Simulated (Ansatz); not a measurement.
# A series of single points on MnS

System: MnS (2 atoms in the cell).
Method: Kohn-Sham DFT of a periodic cell, LDA, all-electron LAPW, scalar-relativistic, spin-polarised (Ansatz 0.2.0).

The 7 runs differ only in the geometry, by an even scaling of the cell at fixed fractional positions. The structure derives from a Materials Project entry.

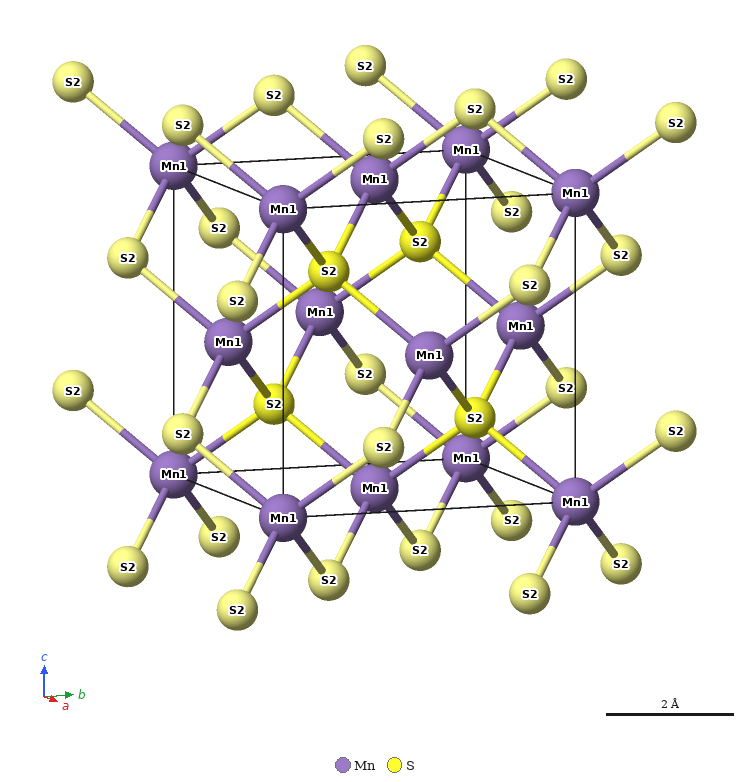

Figure 1. The structure of run 4 (ball-and-stick view of the cell 4 times as large as that of the calculation, set on its symmetry axes, seen slightly off an axis; neighbours outside the cell are drawn fainter; atoms are numbered from 1 in the order of the input). An atom can appear more than once, as a periodic image.

**Input of run 4**
```yaml
crystal:
  lattice:
    - [0.0, 2.4734634191, 2.4734634191]
    - [2.4734634191, 0.0, 2.4734634191]
    - [2.4734634191, 2.4734634191, 0.0]
  atoms:
    - { symbol: Mn, position: [0.0, 0.0, 0.0], spin: 4.0 }
    - { symbol: S, position: [0.75, 0.75, 0.75] }
kpoints:
  mp_grid: { grid: [9, 9, 9] }
scf:
  occupations: { method: fermi_dirac, width: 0.05 }
hamiltonian:
  xc: lda
  pseudopotentials: { kind: all_electron, lapw: { basis_error: 0.001 } }
magnetization:
  spin_polarized: true
output:
  forces: true
  stress: true
  eigenvalues: true
```

Command:
```bash
ansatz run input.yaml --threads 2 --pin off --max-ram 6144MiB --backend cpu --events-out ev --progress --plain --runs-dir out
```

Run 3 differs from it as follows:
```diff
-    - [0.0, 2.4734634191, 2.4734634191]
-    - [2.4734634191, 0.0, 2.4734634191]
-    - [2.4734634191, 2.4734634191, 0.0]
+    - [0.0, 2.4568624933, 2.4568624933]
+    - [2.4568624933, 0.0, 2.4568624933]
+    - [2.4568624933, 2.4568624933, 0.0]
```

**Results, with one run withheld**

```csv
run,volume per atom (Å³),"free energy per atom, from the lowest run given (meV)",pressure (GPa)
1,14.225,1.23,2.44
2,14.527,0.00,−1.06
3,14.830,?,?
4,15.133,15.57,−6.93
5,15.435,31.05,−9.40
6,15.738,50.92,−11.59
7,16.041,74.71,−13.54
```

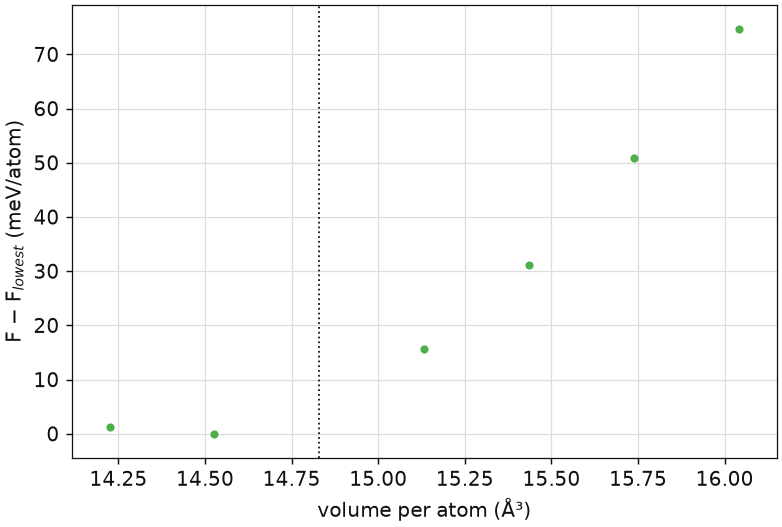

Figure 2. Free energy per atom of the runs given; the dotted line marks run 3.

Estimate the energy of run 3 from the others.

A cubic polynomial in V^(−2/3) (the Birch–Murnaghan form), fitted to the 6 runs given, misses them by at most 0.01 meV per atom. With x = V^(−2/3) − 0.16325 Å⁻², it reads F = 16.805 − 6248.5 x + 5.6372e+05 x² + 1.1374e+06 x³ (meV per atom). At run 3 it gives 5.01 meV per atom, and the run itself gives 5.02. The slope of the fit gives a pressure −dF/dV of −4.18 GPa there, and the run prints −4.17 GPa. The fit has its minimum at 14.432 Å³ per atom, where V d²F/dV² gives 164 GPa: the bulk modulus at this level, since symmetry fixes the shape and the positions.

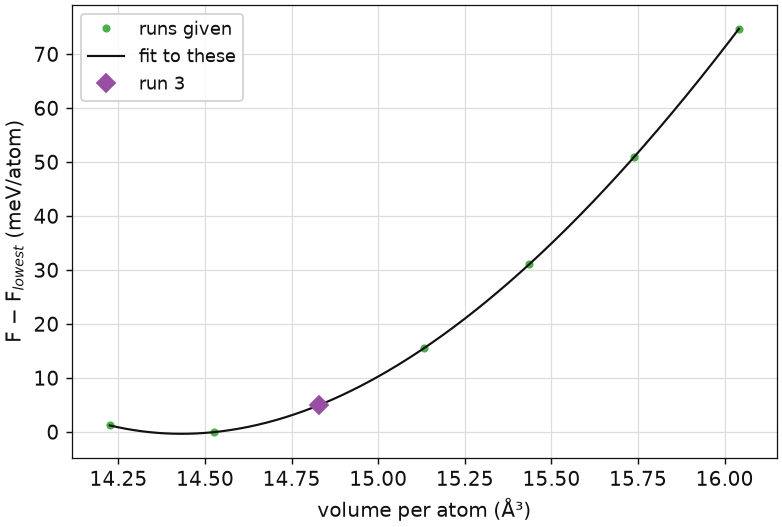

Figure 3. The fit and the withheld run.

**Output, shortened to warnings, some set-up lines, iterations and results (run 3)**
```
Basis set: ecut = 349.81863028223563 eV, 459 PW (Γ), exchange–correlation at level 2
Symmetry: 24 space group operations
k-points: 35 of 729 (time reversal used)
Initial density: superposition of atomic densities (chi_scale 0.1, normalization cell, long waves kept (reshape's long-wave potential 0.00 eV rms))
[...]
SCF iter   1: F=—  HF=-42302.340365 eV  |F-HF|=—  |Δ(HF+E_count)|=         —  Δρ=8.63e-2 (↑7.03e-2 ↓8.63e-2)  dr2=5.79e-1  dr2_m=1.56e0  M=1.500 μB ∫|m|=1.614 μB  β_m=0.30  …
SCF iter   2: F=—  HF=-42302.372250 eV  |F-HF|=—  |Δ(HF+E_count)|=   3.19e-2  Δρ=7.95e-2 (↑6.54e-2 ↓7.95e-2)  dr2=4.05e-1  dr2_m=1.36e0  M=0.968 μB ∫|m|=1.077 μB  β_m=0.15  …
SCF iter   3: F=—  HF=-42301.784823 eV  |F-HF|=—  |Δ(HF+E_count)|=   5.87e-1  Δρ=2.41e-2 (↑1.48e-2 ↓2.41e-2)  dr2=1.27e-1  dr2_m=8.87e-2  M=0.346 μB ∫|m|=0.388 μB  β_m=0.40  …
SCF iter   4: F=—  HF=-42301.697271 eV  |F-HF|=—  |Δ(HF+E_count)|=         —  Δρ=1.28e-2 (↑1.09e-2 ↓1.28e-2)  dr2=1.75e-2  dr2_m=3.39e-2  M=-0.230 μB ∫|m|=0.233 μB  β_m=0.36  …
SCF iter   5: F=—  HF=-42301.696149 eV  |F-HF|=—  |Δ(HF+E_count)|=   1.12e-3  Δρ=4.92e-3 (↑4.92e-3 ↓4.26e-3)  dr2=1.06e-2  dr2_m=4.03e-3  M=-0.061 μB ∫|m|=0.061 μB  β_m=0.68  …
[... 8 lines ...]
SCF iter  14: F=—  HF=-42301.698916 eV  |F-HF|=—  |Δ(HF+E_count)|=   1.09e-7  Δρ=2.60e-5 (↑2.60e-5 ↓1.76e-5)  dr2=4.55e-8  dr2_m=1.26e-7  M=0.076 μB ∫|m|=0.080 μB  β_m=0.92  …
SCF iter  15: F=—  HF=-42301.698917 eV  |F-HF|=—  |Δ(HF+E_count)|=   4.88e-8  Δρ=4.53e-6 (↑2.82e-6 ↓4.53e-6)  dr2=4.03e-9  dr2_m=3.17e-9  M=0.081 μB ∫|m|=0.085 μB  β_m=0.96  …
SCF iter  16: F=—  HF=-42301.698917 eV  |F-HF|=—  |Δ(HF+E_count)|=  3.42e-10  Δρ=6.40e-7 (↑6.40e-7 ↓5.09e-7)  dr2=5.20e-10  dr2_m=5.67e-12  M=0.080 μB ∫|m|=0.085 μB  β_m=0.98 …
SCF iter  17: F=-42301.698917 eV  HF=-42301.698917 eV  |F-HF|=1.46e-11  |Δ(HF+E_count)|=  2.62e-10  Δρ=2.24e-7 (↑1.70e-7 ↓2.24e-7)  dr2=5.74e-11  dr2_m=9.05e-13  M=0.080 μB …
SCF 1 converged in 17 iterations: F = -42301.698917 eV  dr2 = 5.74e-11
SCF converged after 17 iterations
Magnetization: 0.0801 μB (14.5401 up, 14.4599 down)
Absolute magnetization: 0.0847 μB (∫|ρ↑−ρ↓|)
Spin contamination: 0.0003 ħ² per cell (⟨S²⟩ above its minimum at these occupations)
Per-site moments (μB) at R_I (Å): [(0.07555694634854326, 1.1658370573560362), (-0.0010049198879515941, 0.9618682437416592)]
Free energy (F): -42301.698917 eV
Harris-Foulkes:  -42301.698917 eV  (|F-HF|=1.46e-11)
Internal energy: -42301.677579 eV  (E = F + TS)
E sigma→0 (E₀):  -42301.688248 eV
Entropy (-TS):   -0.021338 eV (-10.669 meV/atom)
Fermi energy:    12.410019 eV
--- Per-component energies (eV) ---
  E_band       = -1460.123997
  E_kinetic    = 42721.795282
  E_xc         = -2031.075325
  E_electrostatic = -82992.397536  (all electrons and nuclei)
  E_smearing   = -0.021338  (= −TS)
  E_closure    = 0.000000  (closes the sum)
  E_atoms      = -42285.671389  (free atoms, spherical and without spin; not in F)
  Σ components = -42301.698917   (vs F -42301.698917, Δ=0.00e0)
  Basis errors (estimates in eV, not in F): energy 4.7e-4 per atom: plane waves 4.3e-4 (2.6e-4 summed), levels above the bands 1.6e-93, relativity 9.0e-9, radial functions 3.7e-5, core shells 1.3e-7; eigenvalues (radial functions only) 1.2e-6; not estimated: angular momenta, meshes, grids; target …
--- Forces (eV/Å), atoms counted from 1 ---
  atom   1  Mn    -0.00000000     0.00000000    -0.00000000
  atom   2  S      0.00000000    -0.00000000     0.00000000
  max |Σ_I F_I| component: 5.78e-18 eV/Å
--- Stress (GPa, compression-positive) ---
       -4.172818       0.000000       0.000000
        0.000000      -4.172818      -0.000000
        0.000000      -0.000000      -4.172818
  P = ⅓ Tr σ = -4.1728 GPa (-41.728 kbar)
```
